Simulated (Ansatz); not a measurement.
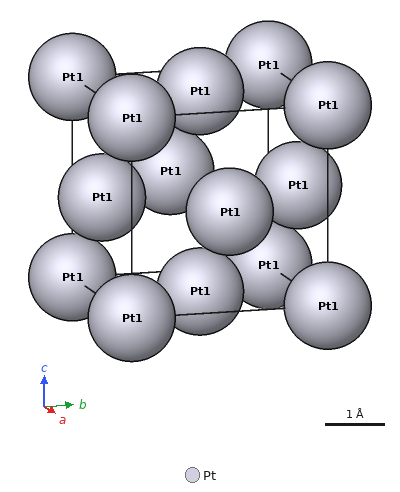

The input geometry (spheres-only view of the cell 4 times as large as that of the calculation, set on its symmetry axes, seen slightly off an axis; atoms are numbered from 1 in the order of the input).

# Pt: single-point calculation

System: Pt (Fm-3m, 1 atom in the cell).
Method: DFT r2SCAN, scalar-relativistic, plane waves, PAW, no spin polarisation (Ansatz 0.2.0).

The structure derives from an entry of the Crystallography Open Database. Figures and captions count atoms from 1; the log counts them from 0 in places.

## Output
```
scf.n_extra_bands = 6 over 9 filled bands (N_el = 18.0): the run solves 15 bands
Engine: ansatz 0.2.0, aarch64-unknown-linux-gnu
Pseudopotentials: kind: paw
Pseudopotential: Pt, paw, valence charge 18, recommended cutoff 500 eV (meta_gga), Pt.paw.azcp
Functional definition: r2SCAN
  parameter k0 = 0.174
  parameter k1 = 0.065
  parameter a1 = 4.9479
  exchange = r2scan_x(k0 = k0, k1 = k1, a1 = a1)
  correlation = r2scan_c
Crystal: 1 atoms, lattice volume = 10.756 Å³
Basis set: ecut = 500 eV, 283 PW (Γ), exchange–correlation on 80×80×80 points (64 copies of the dense FFT grid, shifted against one another)
Bands: 15, of which v1, the nominal top of the filled ones, is band 9 counted from 1 (8 counted from 0)
Symmetry: 48 space group operations
Space group: Fm-3m (ITA 225), of the structure as read, at distance tolerance 2.2e-5 Å
k-points: 256 of 8000
Non-local potential: Pt, projectors of the file, l = 0: 3, l = 1: 2, l = 2: 2, l = 3: 1
PAW form: soft (Blöchl's): semilocal exchange-correlation on the pseudo side does not see the compensation charge
PAW frozen core: Pt, regenerated for the run's functional (the file was generated under x = pbe(κ = 0.804, μ = 0.2195149727645171), c = pbe(β = 0.06672455060314922))
PAW one-centre angular grid: Pt, 590 points (default); XC on 160 Gauss nodes
Initial density: superposition of atomic densities (neutral atoms: chi_scale 0, normalization atom), corrected by the library's trained network
Initial wavefunctions: pseudopotential atomic-orbital guess
Functional: x = r2scan, c = r2scan; τ floored in thin density (d = 2e-4 eV/Å³)
SCF iter   1: F=—  HF=-12534.405975 eV  |F-HF|=—  |Δ(HF+E_count)|=         —  Δρ=1.58e-2  dr2=1.58e-2  dr2_τ=7.57e-2  ethr=1.77e-3  ⟨swp⟩=5.5  Hψ=21505  notcnv=0  defer=13
preconditioner: auto → none  [metal: Δε(μ)=0.019 eV  Ē_g=24.070 eV  σ=0.100 eV  W_gap=0.05  n_scr=0 (ndim 8)  ℏωp=35.8 eV  f_vac=0.000  D(μ)=0.91/eV (n_scr^D=14)]
SCF iter   2: F=—  HF=-12534.419665 eV  |F-HF|=—  |Δ(HF+E_count)|=   1.37e-2  Δρ=6.14e-3  dr2=1.15e-3  dr2_τ=8.84e-4  ethr=8.75e-5  ⟨swp⟩=2.6  Hψ=8657  notcnv=0  defer=331
SCF iter   3: F=—  HF=-12534.421918 eV  |F-HF|=—  |Δ(HF+E_count)|=   2.25e-3  Δρ=2.22e-3  dr2=1.42e-4  dr2_τ=1.46e-5  ethr=6.40e-6  ⟨swp⟩=2.0  Hψ=4781  notcnv=0  defer=331
SCF iter   4: F=—  HF=-12534.422266 eV  |F-HF|=—  |Δ(HF+E_count)|=   3.48e-4  Δρ=1.27e-4  dr2=3.11e-7  dr2_τ=1.76e-7  ethr=7.88e-7  ⟨swp⟩=2.1  Hψ=5322  notcnv=0  defer=331
SCF iter   5: F=—  HF=-12534.422269 eV  |F-HF|=—  |Δ(HF+E_count)|=   2.68e-6  Δρ=1.44e-5  dr2=1.08e-8  dr2_τ=7.72e-9  ethr=1.73e-9  ⟨swp⟩=2.1  Hψ=4996  notcnv=0  defer=331
SCF iter   6: F=-12534.422269 eV  HF=-12534.422269 eV  |F-HF|=3.64e-11  |Δ(HF+E_count)|=   1.17e-9  Δρ=1.50e-6  dr2=8.78e-11  dr2_τ=2.42e-11  ethr=6.00e-11  ⟨swp⟩=6.1  Hψ=16008  notcnv=0
SCF 1 converged in 6 iterations: F = -12534.422269 eV  dr2 = 8.78e-11
  greatest PAW one-centre occupation: 1.001 electrons in one spin orbital (limit 2), on the Pt atom at site 0 (counted from 0), in its partial waves of l = 0
```

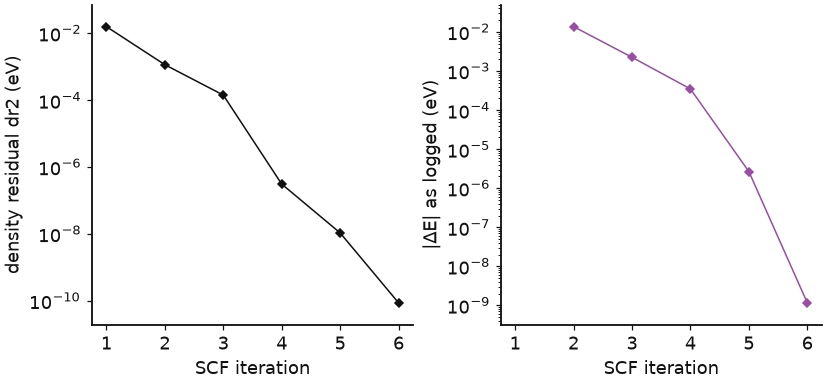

Convergence of the self-consistent field: density residual dr2 and size of the energy change against the SCF iteration. The residual falls at every step.

```
NSCF: frozen V_eff on 74 k-points
SCF converged after 6 iterations
Free energy (F): -12534.422269 eV
Harris-Foulkes:  -12534.422269 eV  (|F-HF|=3.64e-11)
Internal energy: -12534.392275 eV  (E = F + TS)
E sigma→0 (E₀):  -12534.407272 eV
Entropy (-TS):   -0.029993 eV (-29.993 meV/atom)
Fermi energy:    35.679836 eV
--- Per-component energies (eV) ---
  E_band       = 39.895481
  E_kinetic    = 659.559793
  E_local      = -1015.245602  (includes V_loc(G=0)·N_el)
  E_nonlocal   = 204.333030
  E_hartree    = 409.384760
  E_xc         = -257.104821
  E_vxc        = -347.720579  (∫ρ·V_xc dr)
  E_paw        = -9482.791589  (= ΣΔE_a)
  E_vpaw       = -301.833435  (= ΣTr[D̂ρ^β])
  E_aug_tail   = 0.000175  (compensation charges beyond the density's cutoff)
  E_vtau       = 22.032882  (kinetic-family band-sum trace: ∫τ·v_τ [+ j·A + Jᵃ·Aᵃ] dr)
  E_ewald      = -3052.296526
  E_core_change = -0.231494  (= ΣΔE_core)
  E_smearing   = -0.029993  (= −TS)
  E_closure    = 0.000000  (closes the sum)
  Σ components = -12534.422269   (vs F -12534.422269, Δ=0.00e0)
--- Forces (eV/Å), atoms counted from 1 ---
  atom   1  Pt     0.00000000     0.00000000    -0.00000000
  max |Σ_I F_I| component: 5.34e-32 eV/Å
--- Stress (GPa, compression-positive) ---
      241.000864      -0.000000      -0.000000
        0.000000     241.000864      -0.000000
        0.000000       0.000000     241.000864
  P = ⅓ Tr σ = 241.0009 GPa (2410.009 kbar)
--- Band table (eV; the first three rows and the last of 256) ---
  k-point 0: bands = ["-66.5780", "-19.5249", "-19.5249", "-19.5249", "20.8073", "28.9395", "28.9395", "28.9395", "32.7081", "32.7081", "49.2595", "56.4940", "56.4940", "56.4940", "63.5844"]
  k-point 1: bands = ["-66.5735", "-19.5691", "-19.5306", "-19.5306", "20.9605", "28.8537", "29.0079", "29.0079", "32.6573", "32.6573", "49.5332", "55.8832", "56.7536", "56.7536", "64.3982"]
  k-point 2: bands = ["-66.5604", "-19.6964", "-19.5470", "-19.5470", "21.4019", "28.6332", "29.1921", "29.1921", "32.5374", "32.5374", "50.2977", "54.5813", "57.5148", "57.5148", "66.2425"]
  k-point 255: bands = ["-66.3313", "-20.6368", "-20.6368", "-20.1635", "25.7316", "27.8064", "27.8064", "31.8406", "36.6808", "46.1058", "46.5992", "46.5992", "51.9093", "64.1538", "64.1538"]
```

The run was set up as follows.

## Input
```yaml
crystal:
  lattice:
    - [0.0, 1.7520091569, 1.7520091569]
    - [1.7520091569, 0.0, 1.7520091569]
    - [1.7520091569, 1.7520091569, 0.0]
  atoms:
    - { symbol: Pt, position: [0.0, 0.0, 0.0] }
basis:
  ecutwfc: 500
kpoints:
  mp_grid: { grid: [20, 20, 20] }
  band_path:
    path:
      - [[0.0, 0.0, 0.0], [0.5, 0.0, 0.5], [0.625, 0.25, 0.625]]
      - [[0.375, 0.375, 0.75], [0.0, 0.0, 0.0], [0.5, 0.5, 0.5], [0.5, 0.25, 0.75], [0.5, 0.0, 0.5]]
    npoints: 12
hamiltonian:
  xc: r2scan
scf:
  occupations: { method: fermi_dirac, width: 0.1 }
  n_extra_bands: 6
output:
  forces: true
  stress: true
  eigenvalues: true
```

Command:
```bash
ansatz run input.yaml --threads 1 --pin off --max-ram 2560MiB --backend cpu --events-out ev --progress --plain --runs-dir out
```

## Key numbers

| quantity | value |
| --- | --- |
| outcome | converged |
| space group (tolerance 0.01 Å) | Fm-3m (225) |
| electrons treated | 18 |
| free energy | −12534.4223 eV |
| Fermi energy | 35.680 eV |
| gap on the k-point mesh | none (metallic) |
| pressure | 241.00 GPa |
| largest force (length of the vector) | under 0.001 eV/Å |
| hardware | 1 thread of Arm Neoverse V1, 24 GiB of memory available, shared host |
| wall time | 6.8 s |
| peak memory | 0.34 GiB |

Results for this metal are sensitive to the k-point mesh. Spin–orbit coupling is left out, which matters for Pt. The cell is under a pressure of 241 GPa at this level, so it is not at its equilibrium volume.
